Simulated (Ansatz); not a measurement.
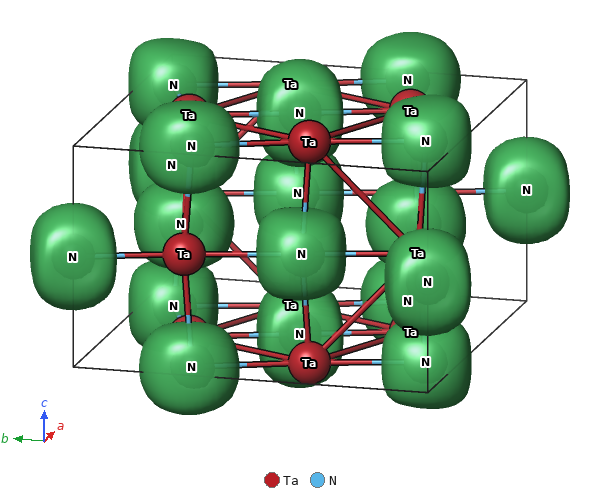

The picture shows: Ta4N5. Isosurface of the electron localisation function at 0.65 (green), seen at an oblique angle. Only the valence region is drawn (cores and ρ < 0.01 e/Å³ removed). Sticks mark near contacts.

Space group I4/m; a structure from a database of computed crystals, not necessarily the ambient phase; computed without spin polarisation.

All numbers below come from Ansatz, DFT r2SCAN, scalar-relativistic, plane waves, PAW.

**Identify the bonds, lone pairs and shells in this picture.**

The ELF exceeds this value in ten regions wrapped around N (the valence shell of each), counted in one cell of 18 atoms. Any copies at cell faces, edges or corners count once. Profiles from the grid: Ta–N (2.07 Å): the ELF peaks at about 0.80 in the valence shell of N, 0.6 Å from its nucleus, and is about 0.20 at the midpoint: no shared electron pair shows on this line. Ta–Ta (2.93 Å): the ELF is about 0.30 at the midpoint.

**Does the calculation give a band gap?**

It is metallic or semimetallic at this level of theory: no gap opens; semilocal functionals without U, or without the true magnetic order, often close the gap of such compounds.
